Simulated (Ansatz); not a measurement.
**Run report: Ta3N, single-point calculation**

System: Ta3N (I4/mmm, 4 atoms in the cell).
Method: DFT r2SCAN, scalar-relativistic, plane waves, PAW, no spin polarisation (Ansatz 0.2.0).

The structure was built on a prototype by a generator; it need not be a known phase. It belongs to a series of runs on one base structure; here: TiAl3 (D0_22) type (I4/mmm, No. 139). Figures and captions count atoms from 1; the log counts them from 0 in places.

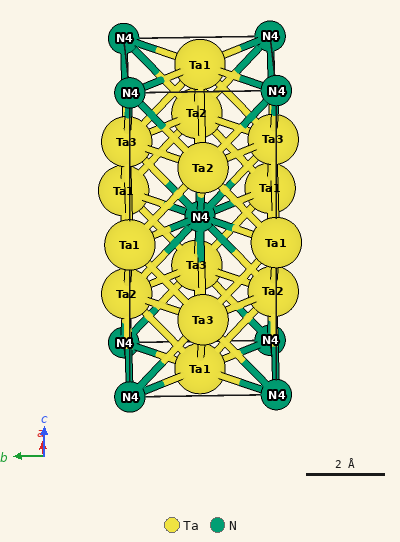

Figure 1. The input geometry (ball-and-stick view of the cell 2 times as large as that of the calculation, set on its symmetry axes, seen at an oblique angle; atoms are numbered from 1 in the order of the input). Near neighbours in the crystal (not all of them lie inside the picture): Ta has 4 N at 2.67 to 2.83 Å and 8 Ta at 2.67 to 2.83 Å; N has 12 Ta at 2.67 to 2.83 Å.

The input
```yaml
crystal:
  lattice:
    - [-1.8876571203, 1.8876571203, 4.2165847362]
    - [1.8876571203, -1.8876571203, 4.2165847362]
    - [1.8876571203, 1.8876571203, -4.2165847362]
  atoms:
    - { symbol: Ta, position: [0.5, 0.5, 0.0] }
    - { symbol: Ta, position: [0.25, 0.75, 0.5] }
    - { symbol: Ta, position: [0.75, 0.25, 0.5] }
    - { symbol: "N", position: [0.0, 0.0, 0.0] }
basis:
  ecutwfc: 500
kpoints:
  mp_grid: { grid: [6, 6, 6] }
hamiltonian:
  xc: r2scan
scf:
  occupations: { method: gaussian, width: 0.1 }
  lower_state_search: "off"
output:
  forces: true
  stress: true
  eigenvalues: true
```

Hardware: 1 thread of Intel Xeon (Granite Rapids), 192 GiB of memory available, shared host.

Command:
```bash
ansatz run input.yaml --threads 1 --pin off --max-ram 2560MiB --backend cpu --events-out ev --progress --plain --runs-dir out
```

What the program printed
```
Engine: ansatz 0.2.0, x86_64-unknown-linux-gnu
Pseudopotentials: kind: paw
Pseudopotential: Ta, paw, valence charge 13, recommended cutoff 500 eV (meta_gga), Ta.paw.azcp
Pseudopotential: N, paw, valence charge 5, recommended cutoff 500 eV (meta_gga), N.paw.azcp
Functional definition: r2SCAN
  parameter k0 = 0.174
  parameter k1 = 0.065
  parameter a1 = 4.9479
  exchange = r2scan_x(k0 = k0, k1 = k1, a1 = a1)
  correlation = r2scan_c
Crystal: 4 atoms, lattice volume = 60.099 Å³
Basis set: ecut = 500 eV, 1555 PW (Γ), exchange–correlation on 160×160×160 points (64 copies of the dense FFT grid, shifted against one another)
Bands: 27, of which v1, the nominal top of the filled ones, is band 22 counted from 1 (21 counted from 0)
Symmetry: 16 space group operations
Space group: I4/mmm (ITA 139), of the structure as read, at distance tolerance 3.9e-5 Å
k-points: 30 of 216
Non-local potential: Ta, projectors of the file, l = 0: 3, l = 1: 2, l = 2: 2, l = 3: 1
Non-local potential: N, projectors of the file, l = 0: 2, l = 1: 2, l = 2: 1
PAW form: soft (Blöchl's): semilocal exchange-correlation on the pseudo side does not see the compensation charge
PAW frozen core: Ta, regenerated for the run's functional (the file was generated under x = pbe(κ = 0.804, μ = 0.2195149727645171), c = pbe(β = 0.06672455060314922))
PAW frozen core: N, regenerated for the run's functional (the file was generated under x = pbe(κ = 0.804, μ = 0.2195149727645171), c = pbe(β = 0.06672455060314922))
PAW one-centre angular grid: Ta, 590 points (default); XC on 160 Gauss nodes
PAW one-centre angular grid: N, 302 points (default); XC on 160 Gauss nodes
Initial density: superposition of atomic densities (neutral atoms: chi_scale 0, normalization atom), corrected by the library's trained network
Initial wavefunctions: pseudopotential atomic-orbital guess
Functional: x = r2scan, c = r2scan; τ floored in thin density (d = 2e-4 eV/Å³)
SCF iter   1: F=-30213.714746 eV  HF=-30213.628059 eV  |F-HF|=8.67e-2  |Δ(HF+E_count)|=         —  Δρ=1.01e-2  dr2=4.09e-2  dr2_τ=7.69e-2  ethr=1.77e-3  ⟨swp⟩=5.5  Hψ=3588  notcnv=0
preconditioner: auto → Kerker (q_TF=auto, 2.590 Å⁻¹)  [metal: Δε(μ)=0.034 eV  Ē_g=6.102 eV  σ=0.100 eV  W_gap=0.19  n_scr=14 (ndim 8)  ℏωp=21.4 eV  f_vac=0.000  D(μ)=2.70/eV (n_scr^D=30)]
SCF iter   2: F=-30213.725155 eV  HF=-30213.731721 eV  |F-HF|=6.57e-3  |Δ(HF+E_count)|=   1.04e-1  Δρ=6.61e-3  dr2=2.14e-2  dr2_τ=1.32e-3  ethr=9.29e-5  ⟨swp⟩=2.0  Hψ=1564  notcnv=0  defer=6
SCF iter   3: F=-30213.724156 eV  HF=-30213.734868 eV  |F-HF|=1.07e-2  |Δ(HF+E_count)|=   3.15e-3  Δρ=4.80e-3  dr2=1.35e-2  dr2_τ=2.83e-3  ethr=4.87e-5  ⟨swp⟩=2.0  Hψ=1226  notcnv=0  defer=6
SCF iter   4: F=-30213.732749 eV  HF=-30213.733190 eV  |F-HF|=4.41e-4  |Δ(HF+E_count)|=   1.68e-3  Δρ=1.24e-3  dr2=8.11e-4  dr2_τ=8.53e-5  ethr=3.08e-5  ⟨swp⟩=2.0  Hψ=1103  notcnv=0  defer=6
SCF iter   5: F=-30213.733132 eV  HF=-30213.733207 eV  |F-HF|=7.52e-5  |Δ(HF+E_count)|=   1.74e-5  Δρ=3.71e-4  dr2=1.35e-4  dr2_τ=8.53e-6  ethr=1.84e-6  ⟨swp⟩=2.0  Hψ=1199  notcnv=0  defer=6
SCF iter   6: F=-30213.733216 eV  HF=-30213.733215 eV  |F-HF|=6.52e-7  |Δ(HF+E_count)|=   7.73e-6  Δρ=7.80e-5  dr2=3.50e-6  dr2_τ=7.34e-7  ethr=3.06e-7  ⟨swp⟩=2.0  Hψ=1219  notcnv=0  defer=6
SCF iter   7: F=-30213.733215 eV  HF=-30213.733215 eV  |F-HF|=1.40e-7  |Δ(HF+E_count)|=   1.98e-7  Δρ=1.93e-5  dr2=1.87e-7  dr2_τ=1.16e-8  ethr=7.95e-9  ⟨swp⟩=2.0  Hψ=1115  notcnv=0  defer=9
SCF iter   8: F=-30213.733215 eV  HF=-30213.733215 eV  |F-HF|=1.15e-8  |Δ(HF+E_count)|=   1.88e-7  Δρ=5.71e-6  dr2=3.34e-8  dr2_τ=1.45e-9  ethr=2.27e-10  ⟨swp⟩=6.8  Hψ=2918  notcnv=0
SCF 1 converged in 8 iterations: F = -30213.733215 eV  dr2 = 3.34e-8
  greatest PAW one-centre occupation: 0.998 electrons in one spin orbital (limit 2), on the Ta atom at site 2 (counted from 0), in its partial waves of l = 0
```

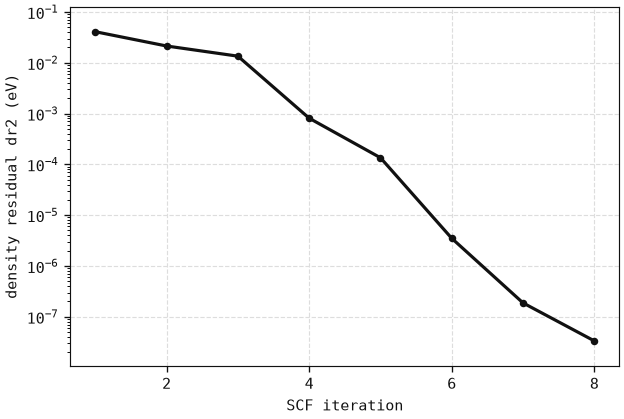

Figure 2. Convergence of the self-consistent field: density residual dr2 against the SCF iteration. The residual falls at every step.

```
SCF converged after 8 iterations
Free energy (F): -30213.733215 eV
Harris-Foulkes:  -30213.733215 eV  (|F-HF|=1.15e-8)
Internal energy: -30213.719966 eV  (E = F + TS)
E sigma→0 (E₀):  -30213.726591 eV
Entropy (-TS):   -0.013249 eV (-3.312 meV/atom)
Fermi energy:    18.400243 eV
--- Per-component energies (eV) ---
  E_band       = -328.033795
  E_kinetic    = 1230.583871
  E_local      = -1819.167854  (includes V_loc(G=0)·N_el)
  E_nonlocal   = 95.166814
  E_hartree    = 628.759226
  E_xc         = -672.246559
  E_vxc        = -750.743692  (∫ρ·V_xc dr)
  E_paw        = -25397.689064  (= ΣΔE_a)
  E_vpaw       = -380.549738  (= ΣTr[D̂ρ^β])
  E_aug_tail   = 0.000261  (compensation charges beyond the density's cutoff)
  E_vtau       = 39.160454  (kinetic-family band-sum trace: ∫τ·v_τ [+ j·A + Jᵃ·Aᵃ] dr)
  E_ewald      = -4276.828255
  E_core_change = -2.298405  (= ΣΔE_core)
  E_smearing   = -0.013249  (= −TS)
  E_closure    = 0.000000  (closes the sum)
  Σ components = -30213.733215   (vs F -30213.733215, Δ=0.00e0)
--- Forces (eV/Å), atoms counted from 1 ---
  atom   1  Ta     0.00000000     0.00000000    -0.00000000
  atom   2  Ta     0.00000000     0.00000000     0.00000000
  atom   3  Ta    -0.00000000     0.00000000     0.00000000
  atom   4  N     -0.00000000     0.00000000     0.00000000
  max |Σ_I F_I| component: 8.67e-19 eV/Å
--- Stress (GPa, compression-positive) ---
        2.438163       0.000000       0.000000
        0.000000       2.438163       0.000000
        0.000000       0.000000       7.177421
  P = ⅓ Tr σ = 4.0179 GPa (40.179 kbar)
--- Band table (eV; the first three rows and the last of 30) ---
  k-point 0: bands = ["-51.0959", "-50.9089", "-50.7682", "-17.6069", "-17.5451", "-17.5451", "-17.0568", "-17.0568", "-16.7588", "-16.2149", "-16.1548", "-16.1548", "2.7686", "11.7494", "13.0245", "14.3013", "14.3013", "14.8784", "15.9193", "16.2715", "17.1376", "18.0769", "18.0769", "19.5153", "19.5153", "20.9348", "21.0052"]
  k-point 1: bands = ["-51.0653", "-50.9069", "-50.7999", "-17.7296", "-17.3982", "-17.2111", "-17.1959", "-17.0825", "-16.6480", "-16.5671", "-16.2511", "-16.1275", "3.0076", "11.8665", "13.5035", "13.7059", "14.2717", "15.6425", "16.1838", "17.1215", "17.3032", "17.6944", "17.9884", "18.7730", "20.3960", "21.1343", "21.5354"]
  k-point 2: bands = ["-51.0063", "-50.9004", "-50.8629", "-17.8944", "-17.4238", "-17.4166", "-17.1280", "-17.0367", "-16.5236", "-16.4510", "-16.3778", "-16.0767", "3.2782", "11.8817", "13.8528", "14.2610", "14.9833", "15.1917", "15.7912", "17.0996", "17.5986", "18.3172", "18.7318", "19.1559", "20.3083", "21.3882", "21.7017"]
  k-point 29: bands = ["-51.0242", "-50.9818", "-50.7684", "-17.6904", "-17.6904", "-17.1417", "-16.8592", "-16.8592", "-16.7424", "-16.7401", "-16.1956", "-16.1956", "3.1035", "11.1766", "12.9826", "15.1263", "15.1263", "15.1352", "15.1961", "15.3210", "15.3210", "16.2070", "18.5457", "20.0344", "20.7401", "21.3753", "22.2973"]
```

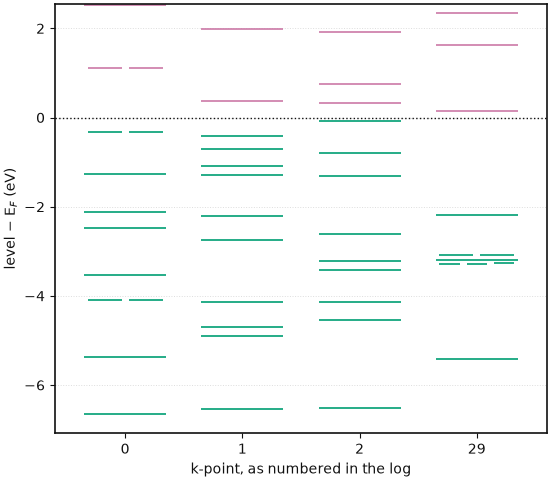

Figure 3. Kohn–Sham levels near the Fermi level (dotted) at the few k-points that the log prints; levels within 0.02 eV of each other stand side by side. The system is metallic on the full mesh.

Results in brief

- outcome: converged
- space group (tolerance 0.01 Å): I4/mmm (139)
- electrons treated: 44
- free energy: −30213.7332 eV
- Fermi energy: 18.400 eV
- gap on the k-point mesh: none (metallic)
- pressure: 4.02 GPa
- largest force (length of the vector): under 0.001 eV/Å
- wall time: 4.3 s
- peak memory: 0.67 GiB

Spin–orbit coupling is left out, which matters for Ta.
